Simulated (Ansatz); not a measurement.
**Cu₃₁O₁₆ (cell charge −1, with a compensating background) (cell with a defect): density, localisation and related maps**

Input

```
crystal:
  lattice:
    - [0.0, 8.5964821037, 0.0]
    - [0.0, 0.0, 8.5964821037]
    - [8.5964821037, 0.0, 0.0]
  atoms:
    - { symbol: Cu, position: [0.1250902076, 0.6250358796, 0.1250936931] }
    - { symbol: Cu, position: [0.6251291985, 0.1250216788, 0.1250944361] }
    - { symbol: Cu, position: [0.6250734018, 0.6250242466, 0.1250600502] }
    - { symbol: Cu, position: [0.1250885109, 0.125018786, 0.6251361297] }
    - { symbol: Cu, position: [0.1250570845, 0.6250248925, 0.6250770618] }
    - { symbol: Cu, position: [0.6250996976, 0.1250007902, 0.6251026872] }
    - { symbol: Cu, position: [0.625085942, 0.6250376047, 0.6250903173] }
    - { symbol: Cu, position: [0.3723197531, 0.3722624506, 0.1302789962] }
    - { symbol: Cu, position: [0.3791912928, 0.8709419745, 0.1250985897] }
    - { symbol: Cu, position: [0.8710087264, 0.3791213038, 0.1251032945] }
    - { symbol: Cu, position: [0.8779198448, 0.8778465656, 0.1199416234] }
    - { symbol: Cu, position: [0.3754886706, 0.3754286173, 0.6257134068] }
    - { symbol: Cu, position: [0.3723752789, 0.8777130103, 0.6250855722] }
    - { symbol: Cu, position: [0.8777761663, 0.3723060896, 0.6250955603] }
    - { symbol: Cu, position: [0.8747027781, 0.8746370898, 0.6244974445] }
    - { symbol: Cu, position: [0.3723141734, 0.1302826836, 0.3722851368] }
    - { symbol: Cu, position: [0.3754917447, 0.6256989111, 0.375482617] }
    - { symbol: Cu, position: [0.8709977801, 0.125029686, 0.3792314707] }
    - { symbol: Cu, position: [0.877740927, 0.6250059688, 0.3724013777] }
    - { symbol: Cu, position: [0.3792191247, 0.1250435108, 0.8709924188] }
    - { symbol: Cu, position: [0.3723843097, 0.6250540364, 0.8777309738] }
    - { symbol: Cu, position: [0.8779411598, 0.1197901082, 0.8779760948] }
    - { symbol: Cu, position: [0.8746820626, 0.6243533175, 0.8746989419] }
    - { symbol: Cu, position: [0.1303372744, 0.3722499124, 0.3722783447] }
    - { symbol: Cu, position: [0.1250870218, 0.8709259761, 0.379218342] }
    - { symbol: Cu, position: [0.6257609666, 0.3754387776, 0.3754897503] }
    - { symbol: Cu, position: [0.6250585557, 0.8776943116, 0.3724096475] }
    - { symbol: Cu, position: [0.1251053821, 0.3791363929, 0.8709874083] }
    - { symbol: Cu, position: [0.1198720956, 0.8778576222, 0.8779659594] }
    - { symbol: Cu, position: [0.6251163605, 0.3723234709, 0.8777477651] }
    - { symbol: Cu, position: [0.6244379685, 0.8746263811, 0.8747086133] }
    - { symbol: O, position: [0.4992753615, -0.0003372285, -0.0002703411] }
    - { symbol: O, position: [0.4978670101, 0.4978150315, 0.0022636439] }
    - { symbol: O, position: [0.004797432, 0.0047001775, 0.0048668954], spin: 1.0 }
    - { symbol: O, position: [-0.0002747567, 0.4991961174, -0.0002792906] }
    - { symbol: O, position: [0.4978458669, 0.0022788695, 0.4978653975] }
    - { symbol: O, position: [0.5007176341, 0.5006636564, 0.5006991475] }
    - { symbol: O, position: [-0.000281281, -0.000353007, 0.4993023462] }
    - { symbol: O, position: [0.0023172197, 0.4977782405, 0.4978500091] }
    - { symbol: O, position: [0.2454932518, 0.2454279831, 0.245434234], spin: 1.0 }
    - { symbol: O, position: [0.2504581661, 0.750872738, 0.2504698977] }
    - { symbol: O, position: [0.7509401235, 0.2503989081, 0.250486442] }
    - { symbol: O, position: [0.7522891732, 0.7522442158, 0.2478346525] }
    - { symbol: O, position: [0.2504882625, 0.2504127558, 0.7509202855] }
    - { symbol: O, position: [0.2477754574, 0.752282667, 0.7523129948] }
    - { symbol: O, position: [0.7523588989, 0.2477132197, 0.7523445878] }
    - { symbol: O, position: [0.7494620991, 0.7493966291, 0.7494900953] }
  host:
    lattice:
      - [4.2982410518, 0.0, 0.0]
      - [0.0, 4.2982410518, 0.0]
      - [0.0, 0.0, 4.2982410518]
    atoms:
      - { symbol: Cu, position: [0.25, 0.25, 0.25] }
      - { symbol: Cu, position: [0.25, 0.75, 0.75] }
      - { symbol: Cu, position: [0.75, 0.75, 0.25] }
      - { symbol: Cu, position: [0.75, 0.25, 0.75] }
      - { symbol: O, position: [0.0, 0.0, 0.0] }
      - { symbol: O, position: [0.5, 0.5, 0.5] }
total_charge: -1
basis:
  ecutwfc: 420
  xc_grid: 2
kpoints:
  mp_grid: { grid: [2, 2, 2], shift: [0.5, 0.5, 0.5] }
hamiltonian:
  xc: pbe
scf:
  occupations: { method: gaussian, width: 0.02 }
output:
  forces: true
  stress: false
  eigenvalues: true
  populations: true
  charged_corrections:
    defect_position: [0.125, 0.125, 0.125]
    epsilon: [[9.7516, 0.0, 0.0], [0.0, 9.7516, 0.0], [0.0, 0.0, 9.7516]]
  write_density: true
  write_potential: true
  elf: true
  volumetric_format: npy
magnetization:
  spin_polarized: true
relax:
  adjacent_minimum: "off"
  f_tol: 0.025
  max_steps: 60
```

Run with:

```sh
ansatz run input.yaml --threads 8 --pin off --max-ram 22528MiB --backend cpu --events-out ev --progress --plain --runs-dir out
```

The program warned that a starting moment wasn't kept; spin-polarised, but the moments vanished.

Theory: DFT PBE, scalar-relativistic, plane waves, PAW (Ansatz 0.2.0).

In a PAW calculation such maps are meaningful between the atoms, not at the nuclei.

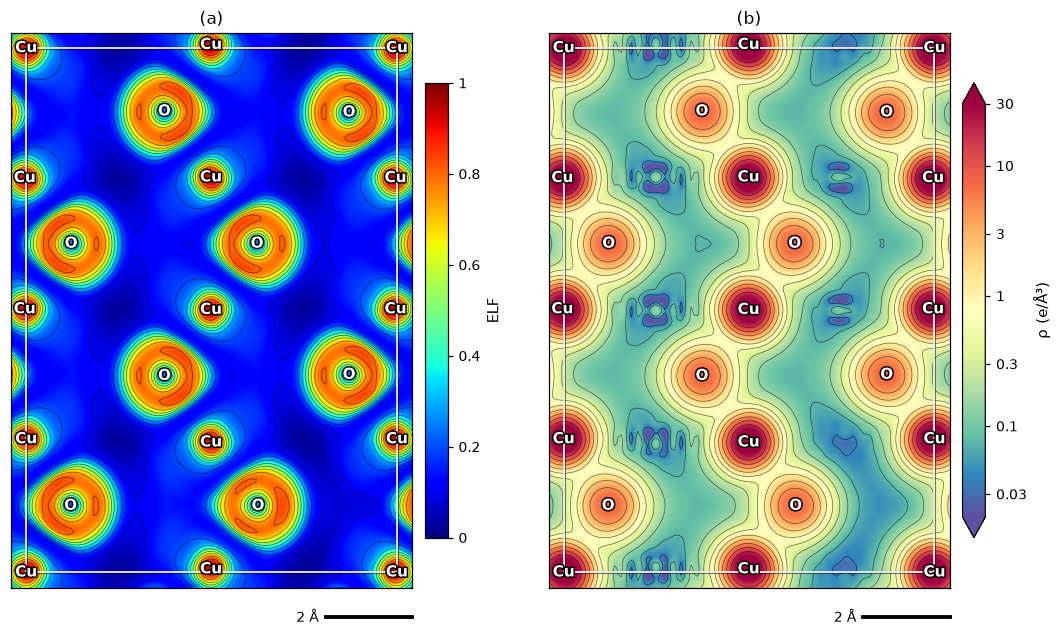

Figure 1. (a) ELF; (b) valence electron density on the (011) plane of the calculation cell.

Q: Interpret the plot.

A: Atoms in the plane: Cu and O.
Cu–O (1.83 Å): ρ at the midpoint is about 0.87 e/Å³; the ELF peaks at about 0.80 in the valence shell of O, 0.6 Å from its nucleus, and is about 0.25 at the midpoint; no shared electron pair shows on this line.
Cu–O (1.86 Å): ρ at the midpoint is about 0.79 e/Å³; the ELF peaks at about 0.85 in the valence shell of O, 0.6 Å from its nucleus, and is about 0.25 at the midpoint; no shared electron pair shows on this line.
The density dies away to nearly zero in the voids.
The features right at Cu lie inside the PAW spheres, where the map follows smoothed inner orbitals and isn't to be read closely.

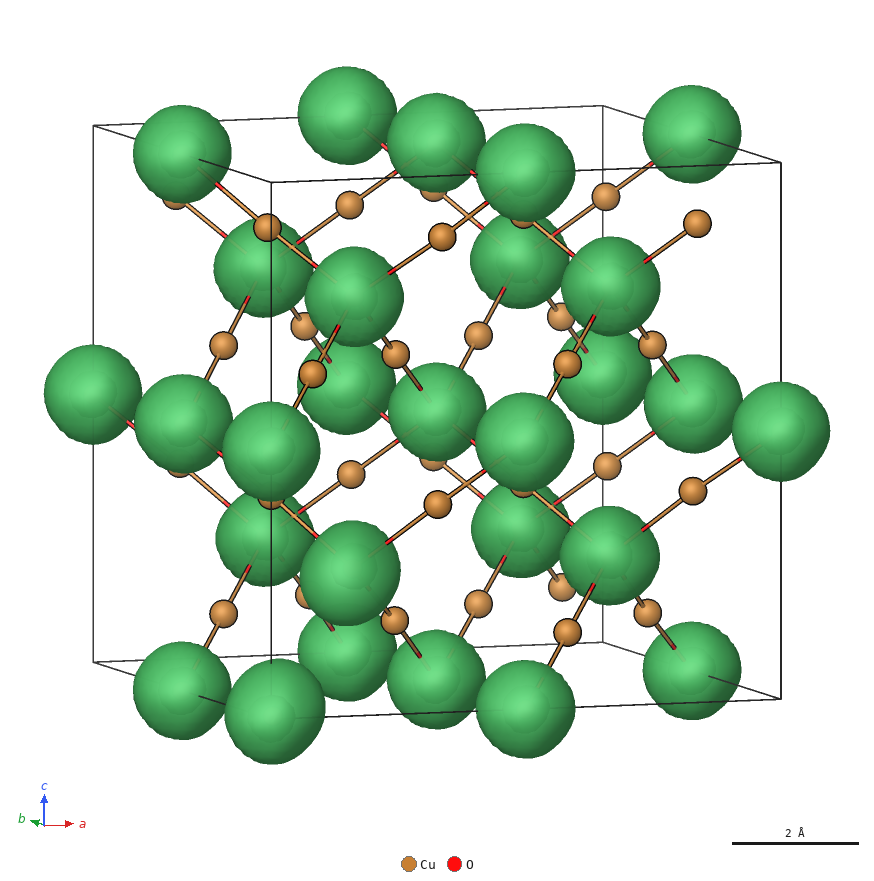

Figure 2. Isosurface of the ELF at 0.7 (green), seen slightly off an axis. Core shells and regions of very low density are left out. Sticks mark near contacts.

Q: Describe the localisation domains.

A: At this value the surface marks out 16 regions wrapped around O (the valence shell of each), counted in one cell of 47 atoms. Any copies at cell faces, edges or corners count once. Along the contacts the grid gives the following. Cu–O (1.87 Å): the ELF peaks at about 0.85 in the valence shell of O, 0.6 Å from its nucleus, and is about 0.25 at the midpoint (no localised pair shows between them).

Q: Does the calculation give a band gap?

A: It is gapped, with a Kohn–Sham gap of 1.0 eV on the k-point mesh (the band edges may lie off the mesh, which would make the gap smaller).
